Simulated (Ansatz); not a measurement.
## Single-point calculation, with input and output: Co

System: Co (P-3m1, 6 atoms in the cell).
Method: DFT PBE, scalar-relativistic, plane waves, PAW, spin-polarised (Ansatz 0.2.0).

The structure derives from an entry of the Crystallography Open Database. It belongs to a series of runs on one base structure; here: the crystal opened by +2.00 A across the cut. Figures and captions count atoms from 1; the log counts them from 0 in places.

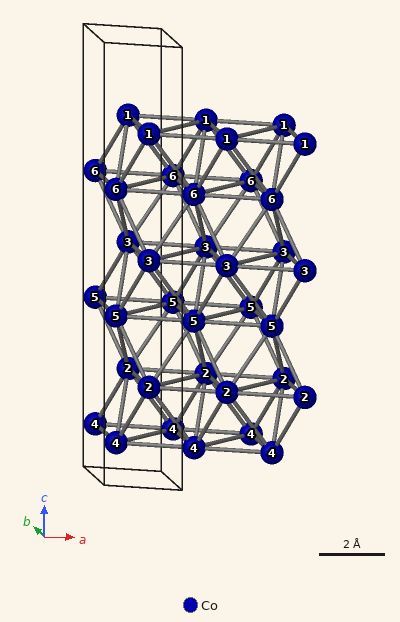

Fig. 1: The input geometry (ball-and-stick view of the cell of the calculation, set on other vectors, repeated 3 × 2 × 1, seen slightly off an axis; atoms are numbered from 1 in the order of the input). An atom can appear more than once, as a periodic image.

### Results in brief

```tsv
quantity	value
outcome	converged
space group (tolerance 0.01 Å)	P-3m1 (164)
electrons treated	102
free energy	−30755.6155 eV
Fermi energy	15.492 eV
gap on the k-point mesh	none (metallic)
net moment of the cell	9.96 μB
integrated absolute moment	10.97 μB
pressure	−3.55 GPa
largest force (length of the vector)	0.464 eV/Å
hardware	2 threads of AMD EPYC (Zen 5), 32 GiB of memory available, shared host
wall time	66 s (CPU time 2.2 min)
peak memory	2.3 GiB
```

### Input
```yaml
crystal:
  lattice:
    - [-2.4922474725, 0.0, 0.0]
    - [-1.2461237362, -2.1583496237, 0.0]
    - [0.0, 0.0, 14.1001612406]
  atoms:
    - { symbol: Co, position: [0.3333333333, 0.3333333333, 0.7866588155], spin: 1.84 }
    - { symbol: Co, position: [0.3333333333, 0.3333333333, 0.2145537152], spin: 1.84 }
    - { symbol: Co, position: [0.3333333333, 0.3333333333, 0.5006062654], spin: 1.84 }
    - { symbol: Co, position: [0.6666666667, 0.6666666667, 0.0715274402], spin: 1.84 }
    - { symbol: Co, position: [0.6666666667, 0.6666666667, 0.3575799903], spin: 1.84 }
    - { symbol: Co, position: [0.6666666667, 0.6666666667, 0.6436325404], spin: 1.84 }
basis:
  ecutwfc: 420
kpoints:
  mp_grid: { grid: [27, 27, 5] }
hamiltonian:
  xc: pbe
scf:
  occupations: { method: gaussian, width: 0.15 }
output:
  forces: true
  stress: true
  eigenvalues: true
  populations: true
  write_density: true
  write_potential: true
  elf: true
  volumetric_format: npy
magnetization:
  spin_polarized: true
```

Run as:
```bash
ansatz run input.yaml --threads 2 --pin off --max-ram 5120MiB --backend cpu --events-out ev --progress --plain --runs-dir out
```

### The program's output
```
Engine: ansatz 0.2.0, x86_64-unknown-linux-gnu
Pseudopotentials: kind: paw
Pseudopotential: Co, paw, valence charge 17, recommended cutoff 420 eV (normal), Co.paw.azcp
Functional definition: PBE
  parameter kappa = 0.804
  parameter beta = 0.06672455060314922
  exchange = pbe_x(kappa = kappa, mu = beta*pi^2/3)
  correlation = pbe_c(beta = beta)
Crystal: 6 atoms, lattice volume = 75.847 Å³
Basis set: ecut = 420 eV, 1445 PW (Γ), exchange–correlation on 36×36×192 points (8 copies of the dense FFT grid, shifted against one another)
Bands: 68, of which v1, the nominal top of the filled ones, is band 51 counted from 1 (50 counted from 0)
Symmetry: 12 space group operations
Space group: P-3m1 (ITA 164), of the structure as read, at distance tolerance 4.2e-5 Å
Magnetic group: BNS 164.85 (UNI 1315), of the structure as read, at distance tolerance 4.2e-5 Å
k-points: 347 of 3645
Non-local potential: Co, projectors of the file, l = 0: 3, l = 1: 2, l = 2: 3, l = 3: 1
PAW form: soft (Blöchl's): semilocal exchange-correlation on the pseudo side does not see the compensation charge
PAW one-centre angular grid: Co, 590 points (default); XC on 64 Gauss nodes
Initial density: superposition of atomic densities (chi_scale 0.1, normalization cell)
Starting moments: Σ|m| = 11.04 μB on 6 of 6 sites
Initial wavefunctions: pseudopotential atomic-orbital guess
Functional: x = pbe(κ = 0.804, μ = 0.2195149727645171), c = pbe(β = 0.06672455060314922)
SCF iter   1: F=—  HF=-30753.405506 eV  |F-HF|=—  |Δ(HF+E_count)|=         —  Δρ=8.69e-2 (↑2.92e-2 ↓8.69e-2)  dr2=9.63e0  dr2_m=1.01e0  M=10.665 μB ∫|m|=11.059 μB  β_m=0.30  ethr=3.10e-3  ⟨swp⟩=5.8  Hψ=158441  notcnv=0  defer=728
Mixer restart at iter 1: flushing history
preconditioner: auto → Kerker (q_TF=auto, 2.866 Å⁻¹)  [metal: Δε(μ)=0.000 eV  Ē_g=8.088 eV  σ=0.150 eV  W_gap=0.00  n_scr=12 (ndim 8)  ℏωp=31.3 eV  f_vac=0.088  D(μ)=5.60/eV (n_scr^D=70)]
spin=Collinear: Kerker preconditioning applied to the charge; magnetization (m = ρ↑ − ρ↓) channel mixes plain (no charge-response kernel on spin).
SCF iter   2: F=—  HF=-30752.158337 eV  |F-HF|=—  |Δ(HF+E_count)|=    1.25e0  Δρ=4.13e-2 (↑2.51e-2 ↓4.13e-2)  dr2=7.50e0  dr2_m=6.64e-1  M=10.634 μB ∫|m|=11.149 μB  β_m=0.40  ethr=3.10e-3  ⟨swp⟩=2.4  Hψ=75877  notcnv=0  defer=4221
SCF iter   3: F=—  HF=-30753.763737 eV  |F-HF|=—  |Δ(HF+E_count)|=    1.61e0  Δρ=2.42e-2 (↑2.42e-2 ↓1.97e-2)  dr2=7.02e0  dr2_m=2.36e-1  M=10.426 μB ∫|m|=11.079 μB  β_m=0.66  ethr=3.10e-3  ⟨swp⟩=1.9  Hψ=52272  notcnv=0  defer=4224
SCF iter   4: F=—  HF=-30755.847879 eV  |F-HF|=—  |Δ(HF+E_count)|=    2.08e0  Δρ=1.95e-2 (↑1.91e-2 ↓1.95e-2)  dr2=4.90e0  dr2_m=2.23e-3  M=9.981 μB ∫|m|=10.891 μB  β_m=0.61  ethr=3.10e-3  ⟨swp⟩=2.0  Hψ=56898  notcnv=0  defer=4369
SCF iter   5: F=—  HF=-30755.564558 eV  |F-HF|=—  |Δ(HF+E_count)|=   2.83e-1  Δρ=2.80e-2 (↑6.48e-3 ↓2.80e-2)  dr2=6.77e-1  dr2_m=1.06e-1  M=9.845 μB ∫|m|=10.851 μB  β_m=0.59  ethr=3.10e-3  ⟨swp⟩=2.3  Hψ=65210  notcnv=0  defer=4479
SCF iter   6: F=—  HF=-30755.629249 eV  |F-HF|=—  |Δ(HF+E_count)|=   6.47e-2  Δρ=1.02e-2 (↑8.14e-3 ↓1.02e-2)  dr2=2.69e-1  dr2_m=2.62e-2  M=9.887 μB ∫|m|=10.890 μB  β_m=0.76  ethr=6.64e-4  ⟨swp⟩=2.0  Hψ=71814  notcnv=0  defer=4665
SCF iter   7: F=—  HF=-30755.616594 eV  |F-HF|=—  |Δ(HF+E_count)|=   1.27e-2  Δρ=4.53e-3 (↑2.16e-3 ↓4.53e-3)  dr2=4.03e-2  dr2_m=5.06e-3  M=9.936 μB ∫|m|=10.958 μB  β_m=0.75  ethr=2.64e-4  ⟨swp⟩=2.0  Hψ=69949  notcnv=0  defer=4669
SCF iter   8: F=—  HF=-30755.613084 eV  |F-HF|=—  |Δ(HF+E_count)|=   3.51e-3  Δρ=3.78e-3 (↑1.85e-3 ↓3.78e-3)  dr2=3.30e-2  dr2_m=2.44e-3  M=9.951 μB ∫|m|=10.961 μB  β_m=0.88  ethr=3.95e-5  ⟨swp⟩=1.6  Hψ=52014  notcnv=0  defer=4665
SCF iter   9: F=—  HF=-30755.614351 eV  |F-HF|=—  |Δ(HF+E_count)|=   1.27e-3  Δρ=3.05e-3 (↑2.26e-3 ↓3.05e-3)  dr2=1.56e-2  dr2_m=2.53e-4  M=9.952 μB ∫|m|=10.963 μB  β_m=0.78  ethr=3.23e-5  ⟨swp⟩=2.2  Hψ=67435  notcnv=0  defer=4659
SCF iter  10: F=—  HF=-30755.614629 eV  |F-HF|=—  |Δ(HF+E_count)|=   2.78e-4  Δρ=1.60e-3 (↑1.16e-3 ↓1.60e-3)  dr2=3.78e-3  dr2_m=1.06e-4  M=9.954 μB ∫|m|=10.963 μB  β_m=0.69  ethr=1.53e-5  ⟨swp⟩=2.0  Hψ=65637  notcnv=0  defer=4651
SCF iter  11: F=—  HF=-30755.615404 eV  |F-HF|=—  |Δ(HF+E_count)|=   7.75e-4  Δρ=8.51e-4 (↑6.47e-4 ↓8.51e-4)  dr2=1.54e-3  dr2_m=2.62e-5  M=9.963 μB ∫|m|=10.969 μB  β_m=0.69  ethr=3.71e-6  ⟨swp⟩=2.0  Hψ=64446  notcnv=0  defer=4640
SCF iter  12: F=—  HF=-30755.615502 eV  |F-HF|=—  |Δ(HF+E_count)|=   9.75e-5  Δρ=5.05e-4 (↑3.07e-4 ↓5.05e-4)  dr2=2.72e-4  dr2_m=1.08e-5  M=9.964 μB ∫|m|=10.968 μB  β_m=0.75  ethr=1.51e-6  ⟨swp⟩=2.0  Hψ=63980  notcnv=0  defer=4635
SCF iter  13: F=—  HF=-30755.615521 eV  |F-HF|=—  |Δ(HF+E_count)|=   1.87e-5  Δρ=2.33e-4 (↑1.39e-4 ↓2.33e-4)  dr2=6.55e-5  dr2_m=2.77e-6  M=9.963 μB ∫|m|=10.967 μB  β_m=0.87  ethr=2.66e-7  ⟨swp⟩=2.4  Hψ=59692  notcnv=0  defer=4635
SCF iter  14: F=—  HF=-30755.615545 eV  |F-HF|=—  |Δ(HF+E_count)|=   2.42e-5  Δρ=1.01e-4 (↑3.98e-5 ↓1.01e-4)  dr2=1.24e-5  dr2_m=7.54e-7  M=9.962 μB ∫|m|=10.967 μB  β_m=0.94  ethr=6.42e-8  ⟨swp⟩=2.0  Hψ=80121  notcnv=0  defer=4635
SCF iter  15: F=—  HF=-30755.615546 eV  |F-HF|=—  |Δ(HF+E_count)|=   1.48e-6  Δρ=2.38e-5 (↑1.85e-5 ↓2.38e-5)  dr2=1.94e-6  dr2_m=4.08e-8  M=9.963 μB ∫|m|=10.967 μB  β_m=0.84  ethr=1.22e-8  ⟨swp⟩=2.0  Hψ=57981  notcnv=0  defer=4635
SCF iter  16: F=—  HF=-30755.615546 eV  |F-HF|=—  |Δ(HF+E_count)|=   1.41e-7  Δρ=2.53e-5 (↑7.61e-6 ↓2.53e-5)  dr2=9.14e-7  dr2_m=7.56e-8  M=9.963 μB ∫|m|=10.967 μB  β_m=0.92  ethr=1.90e-9  ⟨swp⟩=2.2  Hψ=60147  notcnv=0  defer=4635
SCF iter  17: F=—  HF=-30755.615546 eV  |F-HF|=—  |Δ(HF+E_count)|=   8.04e-8  Δρ=1.54e-5 (↑8.61e-6 ↓1.54e-5)  dr2=5.20e-7  dr2_m=1.03e-8  M=9.963 μB ∫|m|=10.967 μB  β_m=0.89  ethr=8.96e-10  ⟨swp⟩=1.1  Hψ=48082  notcnv=0  defer=4635
SCF iter  18: F=—  HF=-30755.615546 eV  |F-HF|=—  |Δ(HF+E_count)|=   1.15e-8  Δρ=8.25e-6 (↑5.96e-6 ↓8.25e-6)  dr2=1.51e-7  dr2_m=1.13e-9  M=9.963 μB ∫|m|=10.967 μB  β_m=0.71  ethr=5.09e-10  ⟨swp⟩=2.1  Hψ=58903  notcnv=0  defer=4635
SCF iter  19: F=—  HF=-30755.615546 eV  |F-HF|=—  |Δ(HF+E_count)|=   1.08e-8  Δρ=1.30e-6 (↑6.81e-7 ↓1.30e-6)  dr2=4.47e-9  dr2_m=3.16e-10  M=9.963 μB ∫|m|=10.967 μB  β_m=0.86  ethr=1.48e-10  ⟨swp⟩=2.0  Hψ=56748  notcnv=0  defer=4635
SCF iter  20: F=-30755.615546 eV  HF=-30755.615546 eV  |F-HF|=1.11e-8  |Δ(HF+E_count)|=  7.46e-10  Δρ=2.99e-6 (↑6.77e-7 ↓2.99e-6)  dr2=1.22e-8  dr2_m=9.47e-10  M=9.963 μB ∫|m|=10.967 μB  ethr=4.38e-12  ⟨swp⟩=13.1  Hψ=305149  notcnv=0
SCF 1 converged in 20 iterations: F = -30755.615546 eV  dr2 = 1.22e-8
  greatest PAW one-centre occupation: 1.001 electrons in one spin orbital (limit 2), on the Co atom at site 3 (counted from 0), in its partial waves of l = 1
```

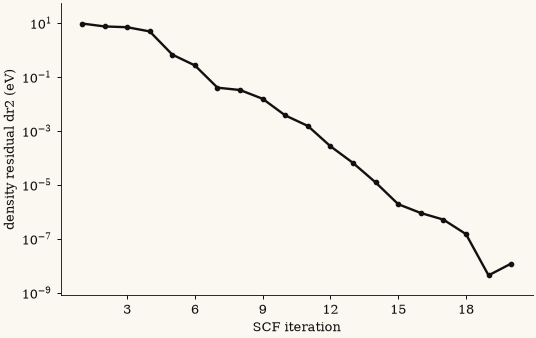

Fig. 2: Convergence of the self-consistent field: density residual dr2 against the SCF iteration. The residual comes down, with one marked jump up, by a factor of about 2.5, at step 20.

```
SCF converged after 20 iterations
Magnetization: 9.9626 μB (55.9813 up, 46.0187 down)
Absolute magnetization: 10.9702 μB (∫|ρ↑−ρ↓|, with the PAW one-centre terms)
Spin contamination: 0.1909 ħ² per cell (⟨S²⟩ above its minimum at these occupations)
Per-site moments (μB) at R_I (Å): [(1.8063415297037348, 1.021925382194823), (1.714012131053343, 1.0219253821948224), (1.6761519292307951, 1.0219253821948227), (1.8063415297037342, 1.0219253821948229), (1.6761519292307954, 1.0219253821948224), (1.714012131053341, 1.0219253821948227)]
Free energy (F): -30755.615546 eV
Harris-Foulkes:  -30755.615546 eV  (|F-HF|=1.11e-8)
Internal energy: -30755.552983 eV  (E = F + TS)
E sigma→0 (E₀):  -30755.584265 eV
Entropy (-TS):   -0.062563 eV (-10.427 meV/atom)
Fermi energy:    15.491557 eV
--- Per-component energies (eV) ---
  E_band       = -1787.661631
  E_kinetic    = 2716.964459
  E_local      = -26358.952385  (includes V_loc(G=0)·N_el)
  E_nonlocal   = 2729.299327
  E_hartree    = 11643.882483
  E_xc         = -950.747144
  E_vxc        = -1226.599227  (∫ρ·V_xc dr)
  E_paw        = -9093.804006  (= ΣΔE_a)
  E_vpaw       = -2936.142371  (= ΣTr[D̂ρ^β])
  E_aug_tail   = 0.000476  (compensation charges beyond the density's cutoff)
  E_ewald      = -11442.196192
  E_smearing   = -0.062563  (= −TS)
  E_closure    = -0.000000  (closes the sum)
  Σ components = -30755.615546   (vs F -30755.615546, Δ=0.00e0)
--- Forces (eV/Å), atoms counted from 1 ---
  atom   1  Co     0.00000000     0.00000000    -0.12236975
  atom   2  Co     0.00000000     0.00000000    -0.46401788
  atom   3  Co     0.00000000     0.00000000    -0.21261301
  atom   4  Co    -0.00000000    -0.00000000     0.12236975
  atom   5  Co    -0.00000000    -0.00000000     0.21261301
  atom   6  Co    -0.00000000    -0.00000000     0.46401788
  max |Σ_I F_I| component: 5.55e-17 eV/Å
--- Stress (GPa, compression-positive) ---
       -3.139453       0.000000       0.000000
       -0.000000      -3.139453       0.000000
        0.000000       0.000000      -4.371867
  P = ⅓ Tr σ = -3.5503 GPa (-35.503 kbar)
--- Band table (eV; the first three rows and the last of 694) ---
  k-point 0 ↑: bands = ["-80.6218", "-80.6207", "-80.5649", "-80.5529", "-80.5514", "-80.5362", "-44.0122", "-43.9939", "-43.9010", "-43.8438", "-43.7794", "-43.7338", "-43.7338", "-43.7327", "-43.7327", "-43.6901", "-43.6847", "-43.6847", "-43.6619", "-43.6619", "-43.6371", "-43.6371", "-43.6370", "-43.6370", "6.6707", "7.3594", "8.3257", "9.5164", "10.0590", "10.2834", "12.4638", "12.6396", "12.7750", "12.7750", "12.7839", "12.7978", "12.7978", "12.8152", "12.8508", "12.8508", "12.9721", "12.9721", "13.0997", "13.0997", "13.1662", "13.1662", "13.1795", "13.6302", "13.6302", "13.8652", "13.8652", "14.1631", "14.1631", "14.3988", "14.3988", "14.5253", "14.5253", "14.6183", "14.6183", "15.0038", "16.3121", "23.2735", "23.5419", "28.9274", "29.5573", "35.7682", "36.6499", "37.3577"]
  k-point 1 ↑: bands = ["-80.6218", "-80.6206", "-80.5649", "-80.5528", "-80.5514", "-80.5362", "-44.0122", "-43.9940", "-43.9009", "-43.8438", "-43.7794", "-43.7338", "-43.7338", "-43.7327", "-43.7327", "-43.6901", "-43.6847", "-43.6847", "-43.6619", "-43.6619", "-43.6371", "-43.6371", "-43.6370", "-43.6370", "6.6741", "7.3450", "8.3569", "9.4699", "10.0884", "10.2772", "12.4722", "12.6388", "12.7072", "12.7750", "12.7750", "12.7898", "12.7978", "12.7978", "12.8508", "12.8508", "12.9720", "12.9720", "13.0999", "13.0999", "13.1661", "13.1661", "13.3802", "13.6304", "13.6304", "13.8648", "13.8648", "14.1635", "14.1635", "14.3985", "14.3985", "14.5254", "14.5254", "14.6183", "14.6183", "14.7726", "16.4741", "22.6469", "24.3744", "27.8976", "30.6216", "34.8185", "37.1635", "37.3917"]
  k-point 2 ↑: bands = ["-80.6218", "-80.6206", "-80.5649", "-80.5528", "-80.5515", "-80.5362", "-44.0121", "-43.9940", "-43.9009", "-43.8439", "-43.7794", "-43.7338", "-43.7338", "-43.7327", "-43.7327", "-43.6901", "-43.6847", "-43.6847", "-43.6619", "-43.6619", "-43.6371", "-43.6371", "-43.6370", "-43.6370", "6.6798", "7.3224", "8.4094", "9.3974", "10.1337", "10.2635", "12.4988", "12.5901", "12.6429", "12.7751", "12.7751", "12.7890", "12.7979", "12.7979", "12.8507", "12.8507", "12.9719", "12.9719", "13.1002", "13.1002", "13.1659", "13.1659", "13.6307", "13.6307", "13.7538", "13.8642", "13.8642", "14.1641", "14.1641", "14.3351", "14.3980", "14.3980", "14.5255", "14.5255", "14.6183", "14.6183", "16.6875", "22.2212", "25.4511", "26.6682", "31.9207", "33.5238", "37.2730", "37.4416"]
  k-point 346 ↓: bands = ["-78.4757", "-78.4757", "-78.4607", "-78.4607", "-78.3385", "-78.3385", "-41.9102", "-41.9102", "-41.8963", "-41.8789", "-41.8789", "-41.8783", "-41.8434", "-41.8080", "-41.8003", "-41.8003", "-41.7320", "-41.7320", "-41.7266", "-41.7265", "-41.6956", "-41.6956", "-41.6347", "-41.6347", "12.5290", "12.6376", "12.6376", "12.6999", "12.7986", "12.8087", "12.8087", "12.8492", "12.8524", "13.2442", "13.2442", "13.8183", "13.8183", "14.0034", "14.0034", "14.2832", "14.3743", "14.5092", "14.5092", "15.1454", "15.1924", "15.4795", "15.9609", "16.2605", "16.2605", "16.3886", "16.4441", "16.4441", "16.5349", "16.5349", "20.9723", "21.5269", "21.5269", "21.5857", "21.6549", "21.6549", "22.0836", "22.0836", "22.7725", "23.7067", "24.9168", "24.9168", "25.4802", "26.4312"]
--- Löwdin populations: 6 sites ---
  site symbol       q [e]    m [muB]
     0     Co     16.7903     1.8045
     1     Co     16.7735     1.7072
     2     Co     16.7818     1.6684
     3     Co     16.7903     1.8045
     4     Co     16.7818     1.6684
     5     Co     16.7735     1.7072
  spilling = 0.012831 (of n_electrons = 102.000000)
```

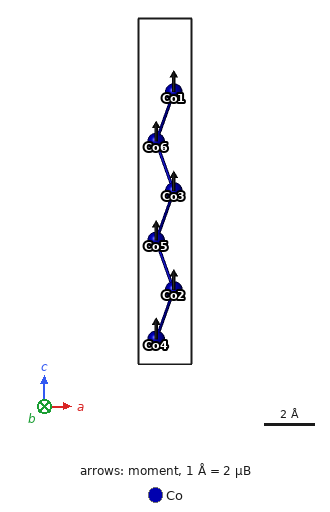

Fig. 3: Magnetic moments of the sites as black arrows (ball-and-stick view of the cell of the calculation, set on other vectors, along the b axis; atoms are numbered from 1 in the order of the input); small moments hardly show. The run is collinear, so the axis drawn is arbitrary. Site moments: Co1, Co4 (1.81 μB); Co2, Co6 (1.71 μB); Co3, Co5 (1.68 μB). They are counted near the atoms and needn't add up to the moment of the cell.

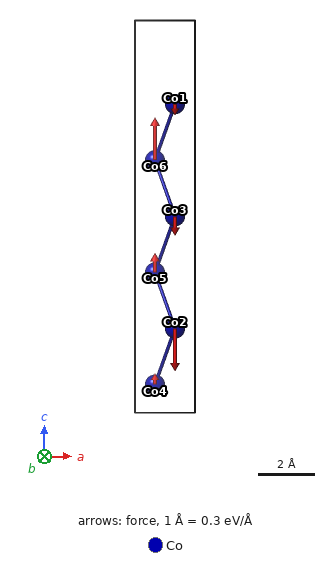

Fig. 4: Forces on the atoms as red arrows (ball-and-stick view of the cell of the calculation, set on other vectors, along the b axis; atoms are numbered from 1 in the order of the input). The largest act on Co2, Co6 (0.46 eV/Å); Co3, Co5 (0.21 eV/Å). The geometry is not a stationary point of this energy.

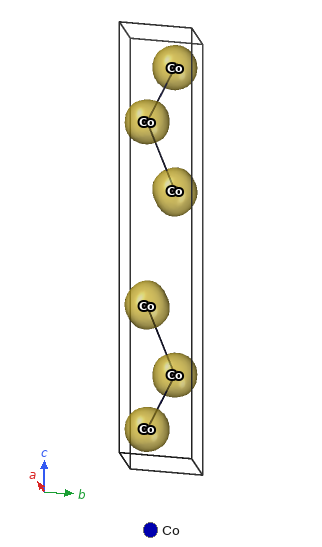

Fig. 5: Isosurfaces of the magnetisation density (up minus down) at +0.2 (yellow) and −0.2 e/Å³ (cyan), seen at an oblique angle. Sticks mark near contacts. The outline is the cell set on symmetry axes. The cell of the calculation (6 atoms) carries 10.0 μB net. Only one sign reaches the isovalue. The fields are those of the smooth PAW valence density.

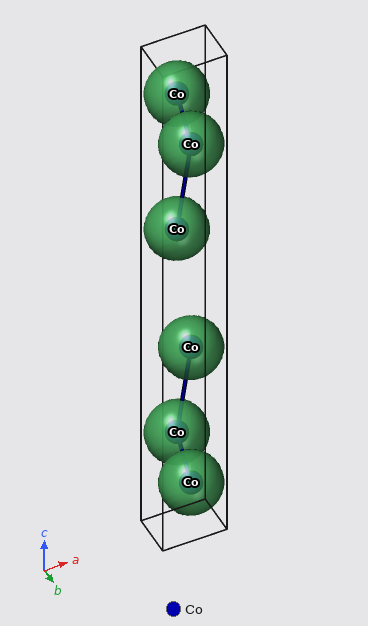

Fig. 6: Isosurface of the valence charge density (pseudo) at 0.6 e/Å³ (green), seen at an oblique angle. Sticks mark near contacts. The outline is the cell set on symmetry axes. At this value the density breaks into separate islands; it holds about 85 % of the electrons treated as valence (semicore included). It is pinched off along the Co–Co (2.48 Å) contacts. On the grid the lowest density along these lines, outside the cores, is 0.35 e/Å³ (Co–Co, 2.48 Å).
